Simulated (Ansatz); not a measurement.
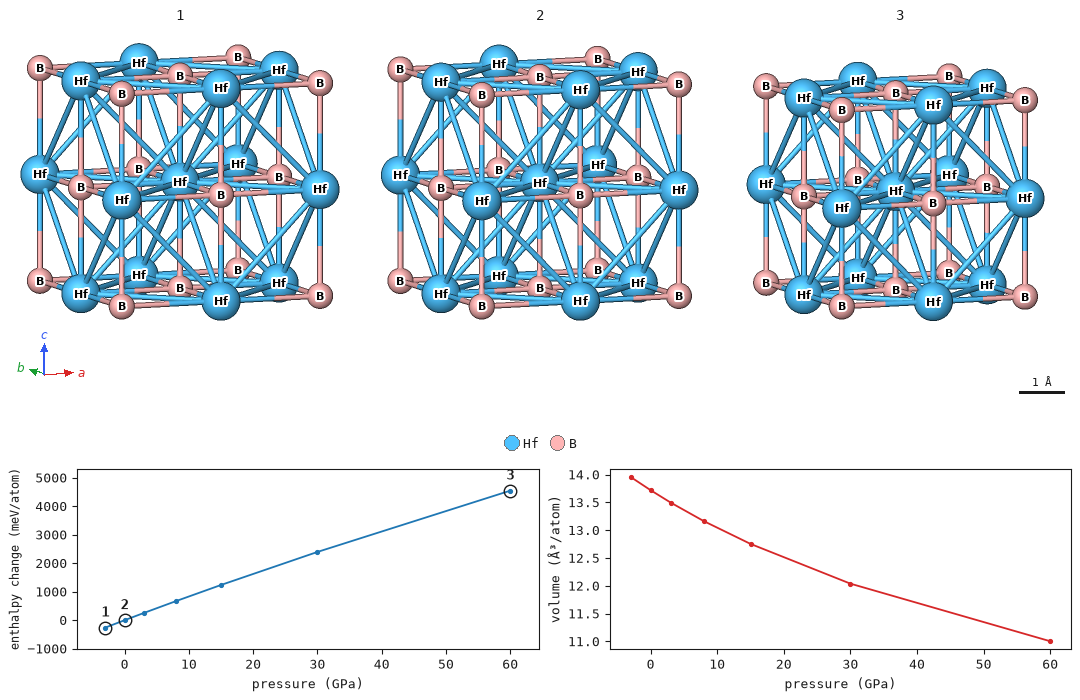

Members of a series of calculations on a crystal of HfB (set up in Fm-3m), marked on the first curve. The picture is a ball-and-stick view of the conventional cell (4 times the calculation's cell), seen slightly off an axis. Lengths and directions refer to the drawn axes.

Level of theory: Ansatz 0.2.0, DFT PBEsol, scalar-relativistic, plane waves, PAW. Set-up: plane-wave cutoff 420 eV; k-point mesh 16 × 16 × 16; occupations gaussian; smearing width 0.1 eV; no spin polarisation.

Question: Describe the series.

Answer: The structure is relaxed at several pressures. 1 (pressure −3.0 GPa): enthalpy change −259 meV/atom, volume 13.96 Å³ per atom. 2 (pressure 0.0 GPa): enthalpy change 0.0 meV/atom, volume 13.72 Å³ per atom. 3 (pressure 60.0 GPa): enthalpy change 4547 meV/atom, volume 11.00 Å³ per atom. The rest compares 1 with 3. The drawn cell changes as follows: a = b = c 4.815 → 4.448 Å (−7.6 %); the volume changes by −21.2 %. Among the bonded contacts that change: Hf–Hf 3.405 → 3.145 Å, B–Hf 2.408 → 2.224 Å.
